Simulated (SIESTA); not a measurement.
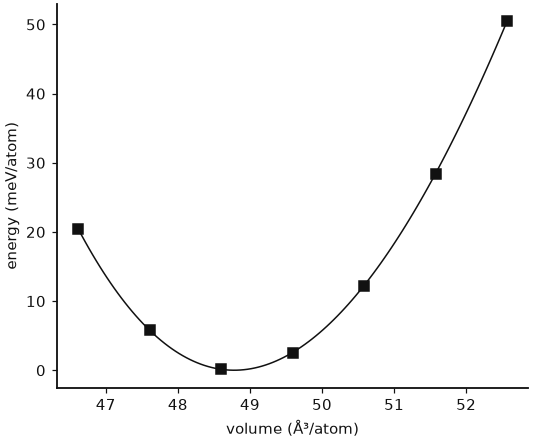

The figure shows the energy against volume for WS₂, space group P-6m2 (No. 187).

The given structure:
```
CELL_PARAMETERS angstrom
3.18352 0.00000 0.00000
-1.59176 2.75701 0.00000
0.00000 0.00000 16.95058
ATOMIC_POSITIONS crystal
W 0.00000 0.00000 0.00000
S 0.33333 0.66667 0.09200
S 0.33333 0.66667 0.90800
```

Method: DFT in numerical atomic orbitals with pseudopotentials, no spin polarisation; energies at scaled volumes of the given cell, shape and fractions fixed, counted from the fit's minimum, third-order Birch-Murnaghan fit (SIESTA 5.4.2). Level: LDA.

- k mesh: 10×10×2
- occupations: Fermi–Dirac
- smearing width: 0.05 eV
- potentials: PseudoDojo 0.4 standard, converted to PSML, two zetas on semicore shells
- program settings: basis DZP, mesh cutoff 800 Ry

This calculation gives: equilibrium volume 48.78 Å³/atom and bulk modulus 62.9 GPa.

Now the level changes from LDA to PBEsol. Predict the effect.

The equilibrium volume rises from 48.78 to 49.71 Å³/atom (+1.9 %) and the bulk modulus falls from 62.9 to 60.4 GPa (−4.0 %).

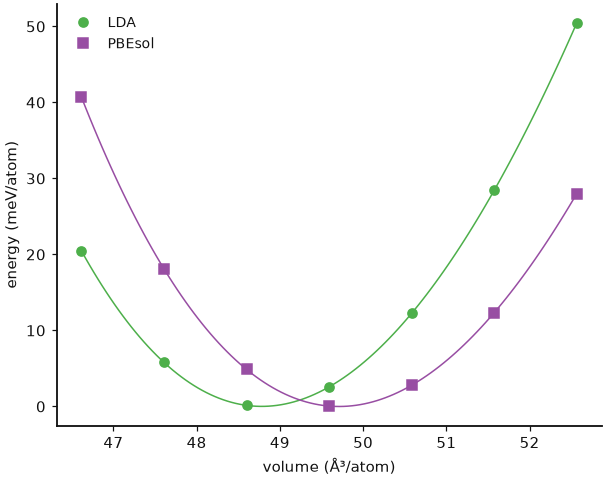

The two results together.

For both, limits of the calculation: mulliken charges of long orbitals; short basis over semicore shells; shape and atomic fractions are frozen while scaling, which makes layered, chain and framework solids too stiff.

V0 and the bulk modulus come from third-order Birch–Murnaghan fits.
